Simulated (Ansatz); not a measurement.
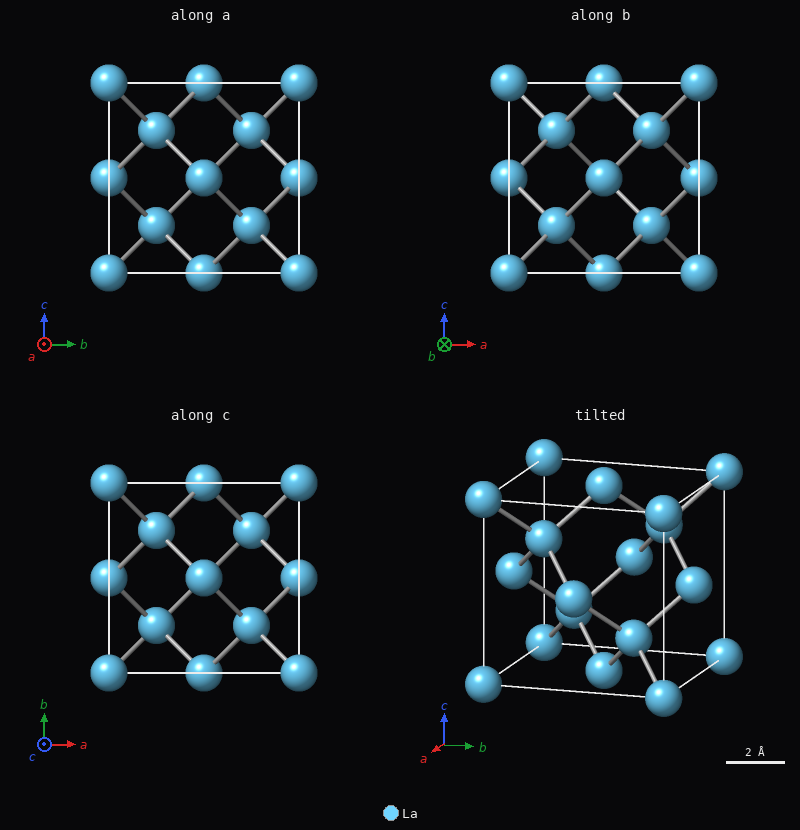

We look at a ball-and-stick model of the crystal along the a axis, along the b axis, along the c axis and slightly off an axis. Thin lines show the conventional unit cell, with boundary atoms drawn in all their periodic places.

Lattice parameters: a = 6.568 Å, b = 6.568 Å, c = 6.568 Å, α = 90.00°, β = 90.00°, γ = 90.00°.

**Convert the drawing into a table of Wyckoff sites.**

Space group Fd-3m:1 (No. 227).
| atom | site | x | y | z |
| --- | --- | --- | --- | --- |
| La | 8a | 0.2500 | 0.7500 | 0.7500 |

Source of the structure: a structure type filled with this element by a generator (whether the element takes this form wasn't checked). Earlier steps of the study may have refined or changed the cell and positions. It was the input of a calculation with Ansatz.
